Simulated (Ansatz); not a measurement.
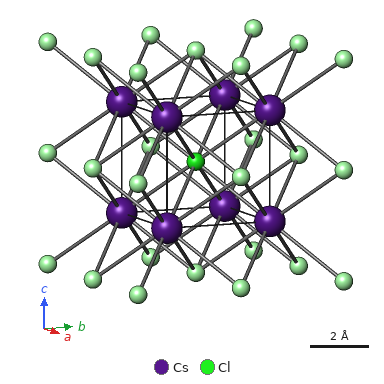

Shown here is a ball-and-stick view of the crystal, taken slightly off an axis. The conventional unit cell is drawn as a box. Bonded atoms from the next cells complete the picture, in fainter colours.

CsCl, caesium chloride (CsCl, B2) type, space group Pm-3m (No. 221), a = 3.924 Å, b = 3.924 Å, c = 3.924 Å, α = 90.00°, β = 90.00°, γ = 90.00°. Starting structure: a structure type filled with these elements by a generator (whether the compound takes this form wasn't checked). The cell was then strained or its atoms displaced on purpose. It was run through Ansatz as a DFT input.

This one geometry was computed with Ansatz (DFT, plane waves, PAW) at three levels of theory: r2SCAN, HSE06 and PBE. It was relaxed with r2SCAN and then strained.

How does the band gap change with the level of theory?

Answer. PBE: a gap of 5.19 eV, direct; r2SCAN: a gap of 5.69 eV, direct; HSE06: a gap of 6.47 eV, direct.

Collect the results in a table.

Answer.
| level | cutoff (eV) | k-mesh of the run's cell | gap (eV) | pressure (GPa) |
| --- | --- | --- | --- | --- |
| r2SCAN | 500 | 6×6×6 | 5.69 | 4.5 |
| HSE06 | 420 | 4×4×4 | 6.47 | 4.7 |
| PBE | 420 | 6×6×6 | 5.19 | 5.1 |

Gaps are taken on the k-mesh or band path of each run.
